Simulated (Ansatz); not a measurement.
Cell and atoms:

```xyz
4
Lattice="3.6605 0.0000 0.0000 0.0000 3.6605 0.0000 0.0000 0.0000 3.6605" Properties=species:S:1:pos:R:3 pbc="T T T"
Fe    0.0000    1.8303    1.8303
Fe    1.8303    1.8303    0.0000
Fe    1.8303    0.0000    1.8303
Ge    0.0000    0.0000    0.0000
```

What crystal do these data define?

Answer. The structure is one of Fe$_{3}$Ge. The atoms follow space group Pm-3m (No. 221); the Bravais lattice is primitive cubic. Its structure type: Cu₃Au (L1₂) type. The cell has 4 atoms, namely 3 Fe, 1 Ge. The coordination shell of Fe holds eight Fe and four Ge in a cuboctahedral arrangement (2.59 Å to Fe, 2.59 Å to Ge). About every Ge there are twelve Fe in a cuboctahedral arrangement at 2.59 Å. The bonds build a three-dimensional framework.

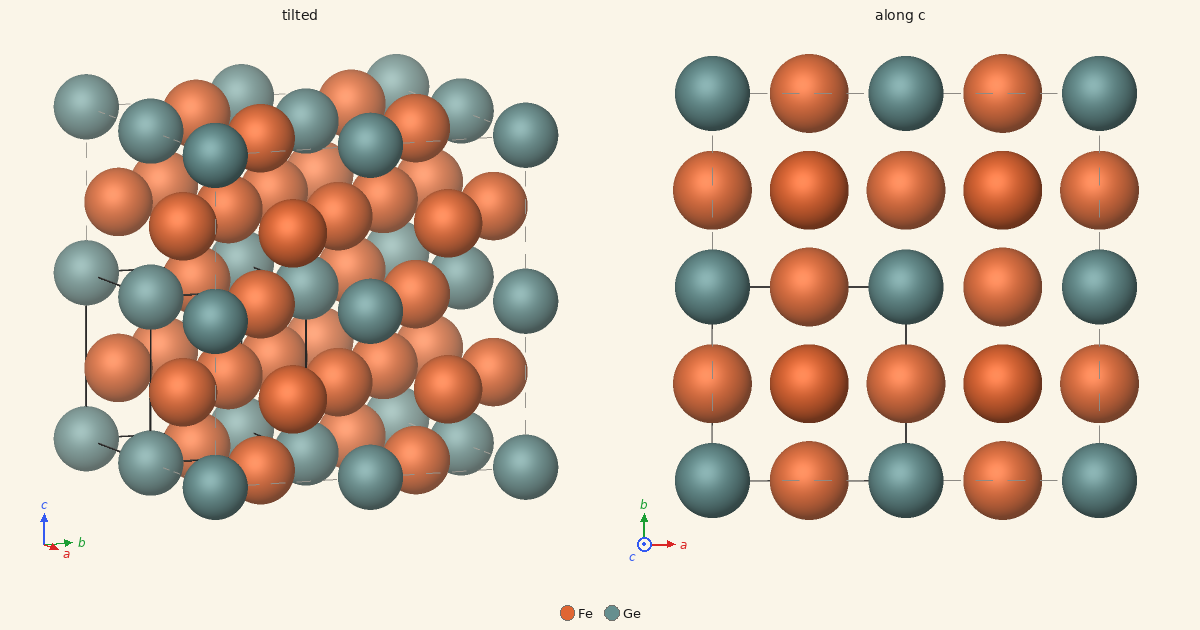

Spheres-only representation of a periodic structure, projected slightly off an axis and along the c axis. The conventional unit cell (solid box) is repeated to 2×2×2 cells. Colours: iron orange, germanium teal.

Source of the structure: a structure listed in the Materials Project. Earlier steps of the study may have refined or changed the cell and positions. It was run through Ansatz as a DFT input.

At this level of theory the cell isn't at rest (stretched, at -11 GPa), so its distances can differ from those at equilibrium, the more so the softer the solid.
